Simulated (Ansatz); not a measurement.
```cif
data_structure
_symmetry_space_group_name_H-M 'P 1'
_symmetry_Int_Tables_number 1
_cell_length_a 5.6440
_cell_length_b 5.6440
_cell_length_c 10.5010
_cell_angle_alpha 90.000
_cell_angle_beta 90.000
_cell_angle_gamma 90.000
_cell_volume 334.50
loop_
_atom_site_label
_atom_site_type_symbol
_atom_site_fract_x
_atom_site_fract_y
_atom_site_fract_z
_atom_site_occupancy
Cd1 Cd 0.00000 0.50000 0.25000 1
Cd2 Cd 0.50000 0.00000 0.75000 1
Cd3 Cd 0.00000 0.00000 0.00000 1
Cd4 Cd 0.50000 0.50000 0.50000 1
Si1 Si 0.00000 0.00000 0.50000 1
Si2 Si 0.50000 0.50000 0.00000 1
Si3 Si 0.50000 0.00000 0.25000 1
Si4 Si 0.00000 0.50000 0.75000 1
P1 P 0.20734 0.25000 0.62500 1
P2 P 0.70734 0.75000 0.12500 1
P3 P 0.25000 0.79266 0.37500 1
P4 P 0.75000 0.29266 0.87500 1
P5 P 0.29266 0.25000 0.12500 1
P6 P 0.79266 0.75000 0.62500 1
P7 P 0.75000 0.20734 0.37500 1
P8 P 0.25000 0.70734 0.87500 1
```

Space group I-42d; a structure from a database of computed crystals, not necessarily the ambient phase.

Method: DFT PBEsol, scalar-relativistic, plane waves, PAW (Ansatz).

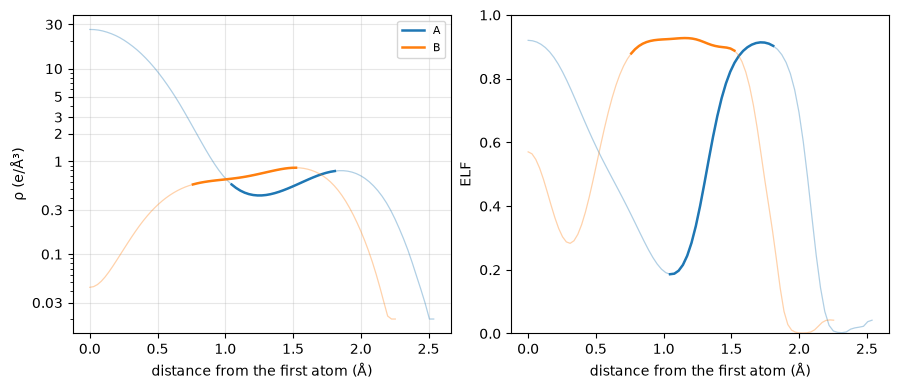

CdSiP2. Valence electron density and electron localisation function along straight lines between neighbouring atoms. Thin, pale parts lie inside the atomic spheres.

In a PAW calculation such maps are meaningful between the atoms, not at the nuclei.

Q: Which curve belongs to which contact (Cd–P and Si–P)? The first atom named is at distance zero.

A: Curve A: Cd–P (2.54 Å): the density is about 0.43 e/Å³ at the midpoint; the ELF peaks at about 0.90 in the valence shell of P, 0.8 Å from its nucleus, and is about 0.40 at the midpoint. Curve B: Si–P (2.25 Å): the density is about 0.68 e/Å³ at the midpoint; the ELF peaks at about 0.95 between the atoms (a shared electron pair).
